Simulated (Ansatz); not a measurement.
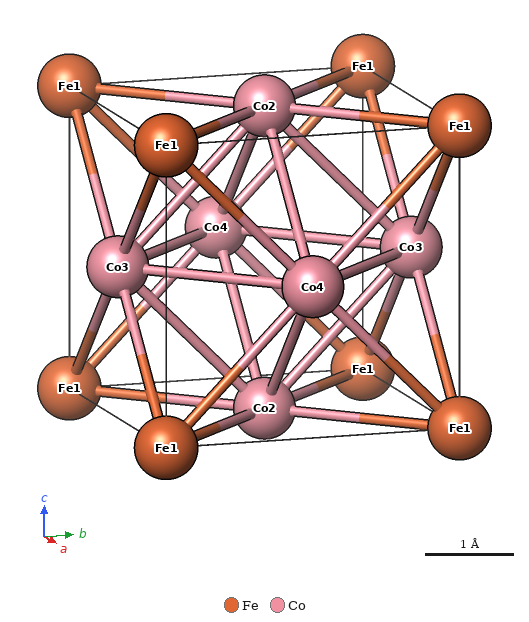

*The input geometry (ball-and-stick view of the cell of the calculation, seen slightly off an axis; atoms are numbered from 1 in the order of the input). An atom can appear more than once, as a periodic image.*

Near neighbours in the periodic cell (some may lie outside the picture): Fe has 12 Co at 2.50 Å; Co has 8 Co at 2.50 Å and 4 Fe at 2.50 Å.

**Run report: FeCo3, single-point calculation (part 1 of 2)**

The run: single-point calculation of FeCo3 (4 atoms in the cell). Method and program: DFT PBEsol, scalar-relativistic, plane waves, PAW, spin-polarised (Ansatz 0.2.0).

The structure derives from a Materials Project entry. It belongs to a series of runs on one base structure; here: ferrimagnetic in the cell, signs +++-. Figures and captions count atoms from 1; the log counts them from 0 in places.

**Output**
```
Engine: ansatz 0.2.0, x86_64-unknown-linux-gnu
Pseudopotentials: kind: paw
Pseudopotential: Fe, paw, valence charge 16, recommended cutoff 420 eV (normal), Fe.paw.azcp
Pseudopotential: Co, paw, valence charge 17, recommended cutoff 420 eV (normal), Co.paw.azcp
Functional definition: PBEsol
  exchange = pbesol_x
  correlation = pbesol_c
Crystal: 4 atoms, lattice volume = 44.201 Å³
Basis set: ecut = 420 eV, 847 PW (Γ), exchange–correlation on 48×48×48 points (8 copies of the dense FFT grid, shifted against one another)
Bands: 48, of which v1, the nominal top of the filled ones, is band 34 counted from 1 (33 counted from 0)
Symmetry: 16 space group operations
Space group: P4/mmm (ITA 123), of the structure as read, at distance tolerance 3.5e-5 Å
Magnetic group: BNS 123.339 (UNI 999), of the structure as read, at distance tolerance 3.5e-5 Å
k-points: 196 of 1728
Non-local potential: Fe, projectors of the file, l = 0: 3, l = 1: 2, l = 2: 3, l = 3: 1
Non-local potential: Co, projectors of the file, l = 0: 3, l = 1: 2, l = 2: 3, l = 3: 1
PAW form: soft (Blöchl's): semilocal exchange-correlation on the pseudo side does not see the compensation charge
PAW frozen core: Fe, regenerated for the run's functional, and the local potential with it (the file was generated under x = pbe(κ = 0.804, μ = 0.2195149727645171), c = pbe(β = 0.06672455060314922))
PAW frozen core: Co, regenerated for the run's functional, and the local potential with it (the file was generated under x = pbe(κ = 0.804, μ = 0.2195149727645171), c = pbe(β = 0.06672455060314922))
PAW one-centre angular grid: Fe, 590 points (default); XC on 64 Gauss nodes
PAW one-centre angular grid: Co, 590 points (default); XC on 64 Gauss nodes
Initial density: superposition of atomic densities (chi_scale 0.1, normalization cell)
Starting moments: Σ|m| = 13 μB on 4 of 4 sites
Initial wavefunctions: pseudopotential atomic-orbital guess
Functional: x = pbesol(κ = 0.804, μ = 0.12345679012345678), c = pbesol(β = 0.046)
SCF iter   1: F=—  HF=-19725.880680 eV  |F-HF|=—  |Δ(HF+E_count)|=         —  Δρ=1.60e-1 (↑1.60e-1 ↓1.22e-1)  dr2=2.47e0  dr2_m=7.38e0  M=5.097 μB ∫|m|=8.300 μB  β_m=0.30  ethr=3.10e-3  ⟨swp⟩=5.3  Hψ=61860  notcnv=0  defer=533
Mixer restart at iter 1: flushing history
preconditioner: auto → Kerker (q_TF=auto, 2.924 Å⁻¹)  [metal: Δε(μ)=0.001 eV  Ē_g=10.594 eV  σ=0.100 eV  W_gap=0.01  n_scr=18 (ndim 8)  ℏωp=33.0 eV  f_vac=0.000  D(μ)=8.13/eV (n_scr^D=146)]
spin=Collinear: Kerker preconditioning applied to the charge; magnetization (m = ρ↑ − ρ↓) channel mixes plain (no charge-response kernel on spin).
spin-set hold released at iteration 1 (the charge has settled, or the pull on large starting moments outlasts its swing): the magnetisation degrees of freedom join the quasi-Newton model from the next iteration; the mixer history was flushed
SCF iter   2: F=—  HF=-19726.178155 eV  |F-HF|=—  |Δ(HF+E_count)|=   2.97e-1  Δρ=1.15e-1 (↑9.58e-2 ↓1.15e-1)  dr2=9.13e-1  dr2_m=4.20e0  M=4.583 μB ∫|m|=7.952 μB  β_m=0.59  ethr=3.10e-3  ⟨swp⟩=2.0  Hψ=25221  notcnv=0  defer=2538
SCF iter   3: F=—  HF=-19728.128908 eV  |F-HF|=—  |Δ(HF+E_count)|=    1.95e0  Δρ=2.25e-1 (↑2.25e-1 ↓8.26e-2)  dr2=2.68e1  dr2_m=4.65e0  M=5.584 μB ∫|m|=6.811 μB  β_m=0.39  ethr=1.36e-3  ⟨swp⟩=3.1  Hψ=34758  notcnv=0  defer=2543  recentre
SCF iter   4: F=—  HF=-19727.449743 eV  |F-HF|=—  |Δ(HF+E_count)|=   6.79e-1  Δρ=1.39e-1 (↑8.38e-2 ↓1.39e-1)  dr2=1.12e1  dr2_m=2.12e0  M=3.427 μB ∫|m|=6.544 μB  β_m=0.42  ethr=1.36e-3  ⟨swp⟩=3.0  Hψ=40111  notcnv=0  defer=2577
SCF iter   5: F=—  HF=-19727.912515 eV  |F-HF|=—  |Δ(HF+E_count)|=   4.63e-1  Δρ=1.45e-1 (↑1.13e-1 ↓1.45e-1)  dr2=2.09e1  dr2_m=1.45e0  M=4.950 μB ∫|m|=5.720 μB  β_m=0.29  ethr=1.36e-3  ⟨swp⟩=2.8  Hψ=38755  notcnv=0  defer=2642
SCF iter   6: F=—  HF=-19727.320613 eV  |F-HF|=—  |Δ(HF+E_count)|=   5.92e-1  Δρ=5.71e-2 (↑5.71e-2 ↓5.02e-2)  dr2=2.57e0  dr2_m=5.06e-1  M=4.675 μB ∫|m|=5.449 μB  β_m=0.64  ethr=1.36e-3  ⟨swp⟩=2.2  Hψ=23089  notcnv=0  defer=2633
SCF iter   7: F=—  HF=-19727.365316 eV  |F-HF|=—  |Δ(HF+E_count)|=   4.47e-2  Δρ=6.50e-2 (↑6.50e-2 ↓3.75e-2)  dr2=2.25e0  dr2_m=5.22e-1  M=5.162 μB ∫|m|=5.570 μB  β_m=0.82  ethr=1.36e-3  ⟨swp⟩=2.0  Hψ=21787  notcnv=0  defer=2589
SCF iter   8: F=—  HF=-19727.356759 eV  |F-HF|=—  |Δ(HF+E_count)|=   8.56e-3  Δρ=3.30e-2 (↑2.56e-2 ↓3.30e-2)  dr2=1.77e-1  dr2_m=3.04e-1  M=5.366 μB ∫|m|=5.765 μB  β_m=0.38  ethr=1.36e-3  ⟨swp⟩=2.0  Hψ=22078  notcnv=0  defer=2593
SCF iter   9: F=—  HF=-19727.417089 eV  |F-HF|=—  |Δ(HF+E_count)|=   6.03e-2  Δρ=3.88e-2 (↑2.75e-2 ↓3.88e-2)  dr2=2.09e-1  dr2_m=4.06e-1  M=5.799 μB ∫|m|=6.164 μB  β_m=0.94  ethr=2.64e-4  ⟨swp⟩=1.1  Hψ=21138  notcnv=0  defer=2583
SCF iter  10: F=—  HF=-19727.314748 eV  |F-HF|=—  |Δ(HF+E_count)|=   1.02e-1  Δρ=2.82e-2 (↑2.82e-2 ↓2.49e-2)  dr2=5.25e-2  dr2_m=2.73e-1  M=5.103 μB ∫|m|=5.566 μB  β_m=0.97  ethr=2.64e-4  ⟨swp⟩=2.0  Hψ=21950  notcnv=0  defer=2578
SCF iter  11: F=—  HF=-19727.358135 eV  |F-HF|=—  |Δ(HF+E_count)|=   4.34e-2  Δρ=3.73e-2 (↑2.21e-2 ↓3.73e-2)  dr2=3.86e-1  dr2_m=2.91e-1  M=5.112 μB ∫|m|=5.509 μB  β_m=0.36  ethr=7.83e-5  ⟨swp⟩=2.0  Hψ=23263  notcnv=0  defer=2589
SCF iter  12: F=—  HF=-19727.301009 eV  |F-HF|=—  |Δ(HF+E_count)|=   5.71e-2  Δρ=2.43e-2 (↑2.43e-2 ↓2.35e-2)  dr2=3.18e-2  dr2_m=2.21e-1  M=4.824 μB ∫|m|=5.311 μB  β_m=0.31  ethr=7.83e-5  ⟨swp⟩=2.0  Hψ=26198  notcnv=0  defer=2589
SCF iter  13: F=—  HF=-19727.249970 eV  |F-HF|=—  |Δ(HF+E_count)|=   5.10e-2  Δρ=2.11e-2 (↑1.82e-2 ↓2.11e-2)  dr2=1.02e-2  dr2_m=1.53e-1  M=4.263 μB ∫|m|=5.343 μB  β_m=1.00  ethr=4.74e-5  ⟨swp⟩=1.8  Hψ=22260  notcnv=0  defer=2589
SCF iter  14: F=—  HF=-19727.281546 eV  |F-HF|=—  |Δ(HF+E_count)|=   3.16e-2  Δρ=3.90e-2 (↑3.90e-2 ↓2.18e-2)  dr2=3.85e-1  dr2_m=2.93e-1  M=4.629 μB ∫|m|=5.355 μB  β_m=1.00  ethr=1.53e-5  ⟨swp⟩=2.0  Hψ=33415  notcnv=0  defer=2595  recentre
SCF iter  15: F=—  HF=-19727.289731 eV  |F-HF|=—  |Δ(HF+E_count)|=   8.19e-3  Δρ=3.73e-2 (↑3.73e-2 ↓2.35e-2)  dr2=3.46e-1  dr2_m=2.95e-1  M=4.724 μB ∫|m|=5.361 μB  β_m=0.38  ethr=1.53e-5  ⟨swp⟩=1.5  Hψ=18758  notcnv=0  defer=2595
SCF iter  16: F=—  HF=-19727.242696 eV  |F-HF|=—  |Δ(HF+E_count)|=   4.70e-2  Δρ=2.22e-2 (↑1.71e-2 ↓2.22e-2)  dr2=2.00e-2  dr2_m=1.50e-1  M=4.191 μB ∫|m|=5.404 μB  β_m=1.00  ethr=1.53e-5  ⟨swp⟩=2.0  Hψ=30748  notcnv=0  defer=2595
SCF iter  17: F=—  HF=-19727.296633 eV  |F-HF|=—  |Δ(HF+E_count)|=   5.39e-2  Δρ=3.41e-2 (↑3.41e-2 ↓2.39e-2)  dr2=2.58e-1  dr2_m=2.77e-1  M=4.795 μB ∫|m|=5.371 μB  β_m=1.00  ethr=1.53e-5  ⟨swp⟩=2.0  Hψ=31527  notcnv=0  defer=2595  recentre
SCF iter  18: F=—  HF=-19727.340836 eV  |F-HF|=—  |Δ(HF+E_count)|=   4.42e-2  Δρ=5.27e-2 (↑5.27e-2 ↓3.25e-2)  dr2=1.23e0  dr2_m=4.38e-1  M=5.075 μB ∫|m|=5.480 μB  β_m=0.27  ethr=1.53e-5  ⟨swp⟩=2.0  Hψ=33996  notcnv=0  defer=2598
SCF iter  19: F=—  HF=-19727.349690 eV  |F-HF|=—  |Δ(HF+E_count)|=   8.85e-3  Δρ=4.55e-2 (↑4.55e-2 ↓2.34e-2)  dr2=6.32e-1  dr2_m=3.53e-1  M=5.262 μB ∫|m|=5.647 μB  β_m=0.29  ethr=1.53e-5  ⟨swp⟩=2.1  Hψ=28331  notcnv=0  defer=2597
SCF iter  20: F=—  HF=-19727.433833 eV  |F-HF|=—  |Δ(HF+E_count)|=   8.41e-2  Δρ=3.79e-2 (↑3.79e-2 ↓3.46e-2)  dr2=2.75e-1  dr2_m=4.66e-1  M=6.185 μB ∫|m|=6.579 μB  β_m=0.44  ethr=1.53e-5  ⟨swp⟩=2.4  Hψ=34163  notcnv=0  defer=2595
SCF iter  21: F=—  HF=-19727.275425 eV  |F-HF|=—  |Δ(HF+E_count)|=   1.58e-1  Δρ=2.38e-2 (↑2.38e-2 ↓2.22e-2)  dr2=5.14e-2  dr2_m=1.99e-1  M=4.565 μB ∫|m|=5.309 μB  β_m=1.00  ethr=1.53e-5  ⟨swp⟩=2.1  Hψ=36456  notcnv=0  defer=2577
SCF iter  22: F=—  HF=-19727.180206 eV  |F-HF|=—  |Δ(HF+E_count)|=   9.52e-2  Δρ=3.92e-2 (↑3.92e-2 ↓2.52e-2)  dr2=3.44e-1  dr2_m=3.44e-1  M=3.622 μB ∫|m|=5.346 μB  β_m=1.00  ethr=1.53e-5  ⟨swp⟩=2.5  Hψ=33167  notcnv=0  defer=2589  recentre
SCF iter  23: F=—  HF=-19727.517514 eV  |F-HF|=—  |Δ(HF+E_count)|=   3.37e-1  Δρ=4.98e-2 (↑4.98e-2 ↓3.23e-2)  dr2=4.85e-1  dr2_m=5.62e-1  M=6.701 μB ∫|m|=7.086 μB  β_m=0.20  ethr=1.53e-5  ⟨swp⟩=2.8  Hψ=39164  notcnv=0  defer=2583
SCF iter  24: F=—  HF=-19727.669097 eV  |F-HF|=—  |Δ(HF+E_count)|=   1.52e-1  Δρ=7.15e-2 (↑2.61e-2 ↓7.15e-2)  dr2=1.33e0  dr2_m=8.27e-1  M=7.215 μB ∫|m|=7.656 μB  β_m=0.84  ethr=1.53e-5  ⟨swp⟩=2.5  Hψ=36550  notcnv=0  defer=2570
SCF iter  25: F=—  HF=-19727.224634 eV  |F-HF|=—  |Δ(HF+E_count)|=   4.44e-1  Δρ=3.51e-2 (↑3.51e-2 ↓2.90e-2)  dr2=3.67e-1  dr2_m=3.16e-1  M=4.273 μB ∫|m|=5.621 μB  β_m=1.00  ethr=1.53e-5  ⟨swp⟩=3.1  Hψ=41168  notcnv=0  defer=2572
SCF iter  26: F=—  HF=-19727.674296 eV  |F-HF|=—  |Δ(HF+E_count)|=   4.50e-1  Δρ=5.11e-2 (↑2.95e-2 ↓5.11e-2)  dr2=8.68e-1  dr2_m=5.01e-1  M=7.242 μB ∫|m|=7.690 μB  β_m=1.00  ethr=1.53e-5  ⟨swp⟩=2.9  Hψ=40722  notcnv=0  defer=2602
SCF iter  27: F=—  HF=-19727.627467 eV  |F-HF|=—  |Δ(HF+E_count)|=   4.68e-2  Δρ=4.26e-2 (↑3.67e-2 ↓4.26e-2)  dr2=6.21e-1  dr2_m=4.82e-1  M=7.025 μB ∫|m|=7.410 μB  β_m=1.00  ethr=1.53e-5  ⟨swp⟩=2.1  Hψ=32942  notcnv=0  defer=2600
SCF iter  28: F=—  HF=-19727.617098 eV  |F-HF|=—  |Δ(HF+E_count)|=   1.04e-2  Δρ=5.77e-2 (↑3.37e-2 ↓5.77e-2)  dr2=1.03e0  dr2_m=6.53e-1  M=6.896 μB ∫|m|=7.294 μB  β_m=0.74  ethr=1.53e-5  ⟨swp⟩=2.0  Hψ=33970  notcnv=0  defer=2568
SCF iter  29: F=—  HF=-19727.683770 eV  |F-HF|=—  |Δ(HF+E_count)|=   6.67e-2  Δρ=1.96e-2 (↑1.96e-2 ↓1.26e-2)  dr2=2.78e-1  dr2_m=2.89e-2  M=7.336 μB ∫|m|=7.812 μB  β_m=0.84  ethr=1.53e-5  ⟨swp⟩=2.3  Hψ=33305  notcnv=0  defer=2568
SCF iter  30: F=—  HF=-19727.637228 eV  |F-HF|=—  |Δ(HF+E_count)|=   4.65e-2  Δρ=4.39e-2 (↑4.39e-2 ↓3.93e-2)  dr2=1.35e0  dr2_m=3.64e-1  M=6.903 μB ∫|m|=7.286 μB  β_m=0.92  ethr=1.53e-5  ⟨swp⟩=2.3  Hψ=35779  notcnv=0  defer=2560  recentre
SCF iter  31: F=—  HF=-19727.662951 eV  |F-HF|=—  |Δ(HF+E_count)|=   2.57e-2  Δρ=2.26e-2 (↑2.26e-2 ↓1.74e-2)  dr2=7.66e-2  dr2_m=1.43e-1  M=7.533 μB ∫|m|=8.059 μB  β_m=0.81  ethr=1.53e-5  ⟨swp⟩=2.3  Hψ=35754  notcnv=0  defer=2558
SCF iter  32: F=—  HF=-19727.691167 eV  |F-HF|=—  |Δ(HF+E_count)|=   2.82e-2  Δρ=4.11e-3 (↑3.59e-3 ↓4.11e-3)  dr2=1.32e-2  dr2_m=2.98e-3  M=7.315 μB ∫|m|=7.798 μB  β_m=0.91  ethr=1.53e-5  ⟨swp⟩=2.0  Hψ=30724  notcnv=0  defer=2536
SCF iter  33: F=—  HF=-19727.691194 eV  |F-HF|=—  |Δ(HF+E_count)|=   2.73e-5  Δρ=3.41e-3 (↑1.51e-3 ↓3.41e-3)  dr2=2.16e-3  dr2_m=2.09e-3  M=7.383 μB ∫|m|=7.879 μB  β_m=0.81  ethr=1.53e-5  ⟨swp⟩=1.7  Hψ=19100  notcnv=0  defer=2536
SCF iter  34: F=—  HF=-19727.691285 eV  |F-HF|=—  |Δ(HF+E_count)|=   9.10e-5  Δρ=9.87e-4 (↑1.92e-4 ↓9.87e-4)  dr2=3.91e-4  dr2_m=8.83e-5  M=7.366 μB ∫|m|=7.860 μB  β_m=0.77  ethr=3.23e-6  ⟨swp⟩=1.5  Hψ=19027  notcnv=0  defer=2536
SCF iter  35: F=—  HF=-19727.691268 eV  |F-HF|=—  |Δ(HF+E_count)|=   1.68e-5  Δρ=6.80e-4 (↑1.62e-4 ↓6.80e-4)  dr2=2.35e-4  dr2_m=3.13e-5  M=7.366 μB ∫|m|=7.860 μB  β_m=0.68  ethr=5.84e-7  ⟨swp⟩=2.0  Hψ=21404  notcnv=0  defer=2536
SCF iter  36: F=—  HF=-19727.691261 eV  |F-HF|=—  |Δ(HF+E_count)|=   7.32e-6  Δρ=4.19e-4 (↑1.22e-4 ↓4.19e-4)  dr2=1.06e-4  dr2_m=9.53e-6  M=7.367 μB ∫|m|=7.861 μB  β_m=0.80  ethr=3.50e-7  ⟨swp⟩=1.0  Hψ=16280  notcnv=0  defer=2536
SCF iter  37: F=—  HF=-19727.691261 eV  |F-HF|=—  |Δ(HF+E_count)|=   4.61e-7  Δρ=1.15e-4 (↑6.91e-5 ↓1.15e-4)  dr2=9.72e-6  dr2_m=2.63e-7  M=7.367 μB ∫|m|=7.861 μB  β_m=0.69  ethr=1.58e-7  ⟨swp⟩=1.0  Hψ=16280  notcnv=0  defer=2536
SCF iter  38: F=—  HF=-19727.691245 eV  |F-HF|=—  |Δ(HF+E_count)|=   1.69e-5  Δρ=4.70e-5 (↑1.89e-5 ↓4.70e-5)  dr2=1.75e-6  dr2_m=9.11e-8  M=7.367 μB ∫|m|=7.861 μB  β_m=0.62  ethr=1.45e-8  ⟨swp⟩=2.2  Hψ=21415  notcnv=0  defer=2536
SCF iter  39: F=-19727.691244 eV  HF=-19727.691244 eV  |F-HF|=3.12e-8  |Δ(HF+E_count)|=   7.08e-8  Δρ=1.12e-5 (↑4.50e-6 ↓1.12e-5)  dr2=5.22e-8  dr2_m=7.70e-9  M=7.367 μB ∫|m|=7.861 μB  ethr=1.49e-10  ⟨swp⟩=11.6  Hψ=128307  notcnv=0
SCF 1 converged in 39 iterations: F = -19727.691244 eV  dr2 = 5.22e-8
  greatest PAW one-centre occupation: 1.002 electrons in one spin orbital (limit 2), on the Fe atom at site 0 (counted from 0), in its partial waves of l = 1
```
